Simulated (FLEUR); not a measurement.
System: rocksalt NaI, space group Fm-3m, 2 atoms in the primitive cell.

```xyz
2
Lattice="0.0000 3.2364 3.2364 3.2364 0.0000 3.2364 3.2364 3.2364 0.0000" Properties=species:S:1:pos:R:3 pbc="T T T"
I     3.2364    3.2364    3.2364
Na    0.0000    0.0000    0.0000
```

FLEUR; LDA, all-electron, no spin polarisation, no spin-orbit coupling, 7×7×7 k mesh, Fermi-Dirac smearing of 0.05 eV.

Predict the main features of the band structure. The path is Γ–X–W–K–Γ–L–U–W–L–K|U–X.

The bands leave a gap. The gap along this path is 3.33 eV and direct: both edges lie at Γ. Three bands meet at the valence-band top at Γ: it is triply degenerate (spin aside). The top valence band spans 1.0 eV and the lowest conduction band 2.6 eV. The direct gaps are 5.62 eV at U, 5.62 eV at K and 3.33 eV at Γ.

Spin-orbit coupling is left out, which matters for I. LDA, GGA and most meta-GGA functionals understate gaps.

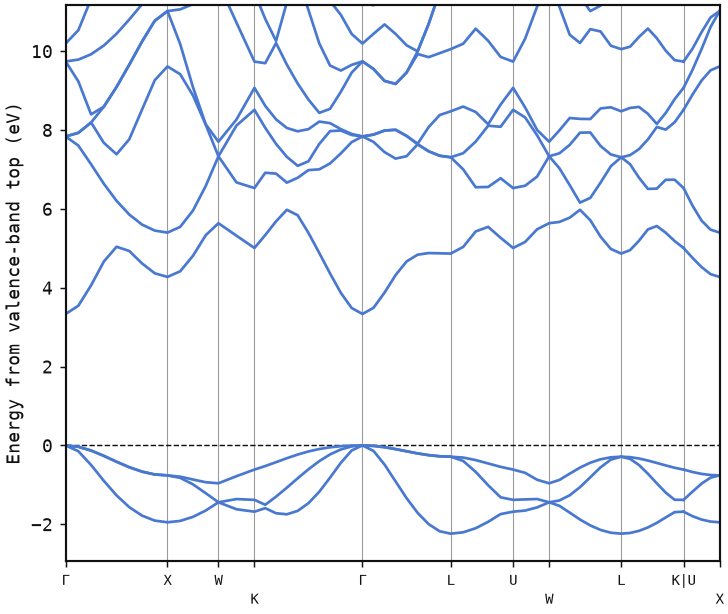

Band structure. Energies are counted from the top of the valence band. The path has few k points, so lines between them are rough.
